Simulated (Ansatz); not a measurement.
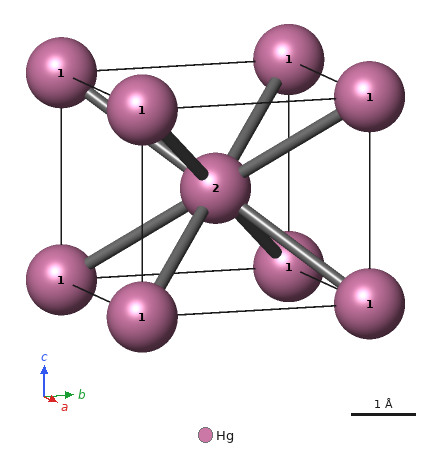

A crystal of Hg (set up in I4/mmm), before the relaxation. Style: ball-and-stick. Shown: the cell of the calculation, slightly off an axis.

Case: biaxial strain in the a-b plane of +1.0 %; c and atoms relaxed.

All numbers below come from DFT PBEsol, scalar-relativistic, plane waves, PAW (Ansatz 0.2.0).

Input
```yaml
crystal:
  lattice:
    - [3.8185596729, 0.0, 0.0]
    - [0.0, 3.8185596729, 0.0]
    - [0.0, 0.0, 3.3227026017]
  atoms:
    - { symbol: Hg, position: [0.0, 0.0, 0.0] }
    - { symbol: Hg, position: [0.5, 0.5, 0.5] }
basis:
  ecutwfc: 420
kpoints:
  mp_grid: { grid: [12, 12, 12] }
hamiltonian:
  xc: pbesol
scf:
  occupations: { method: gaussian, width: 0.1 }
output:
  forces: true
  stress: true
  eigenvalues: true
relax:
  adjacent_minimum: "off"
  f_tol: 0.008
  max_steps: 40
  cell: { stress_tol: 0.05, fix: [a, b, gamma] }
```

### What does the optimiser find from here?

The atoms keep their places relative to the cell (all moves are under 0.005 Å). The drawn cell changes as follows: a = b unchanged at 3.819 Å, c 3.323 → 3.294 Å (−0.9 %); the volume changes by −0.9 %. Near-neighbour distances that change, for instance: Hg1–Hg2 3.170 → 3.163 Å. The space group stays I4/mmm (No. 139). After 2 accepted moves (3 points after the start) the energy has fallen by 0.3 meV per atom. All forces vanish by symmetry, so only the cell relaxes. The pressure goes from −0.59 to −0.28 GPa. The SCF was repeated once at an unchanged geometry on a basis and grid sized afresh for the cell, which shifted the energy by 0.1 meV per atom at most.

Step by step:

| step | E − E(0), meV/atom | pressure, GPa | volume, Å³/atom | note |
| --- | --- | --- | --- | --- |
| 0 | 0.00 | -0.59 | 24.225 |  |
| 1 | -0.34 | -0.39 | 24.093 |  |
| 2 | -0.40 | -0.28 | 24.019 |  |
| 3 | -0.35 | -0.28 | 24.019 | same geometry, new basis |

The end point in the same view:

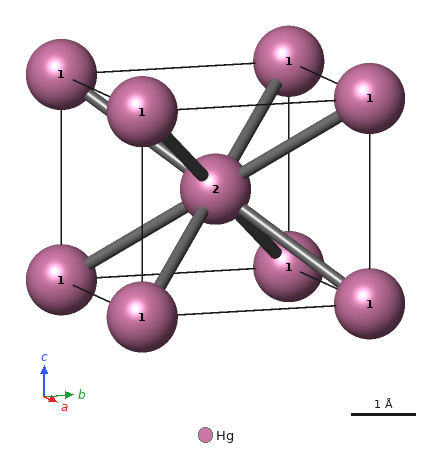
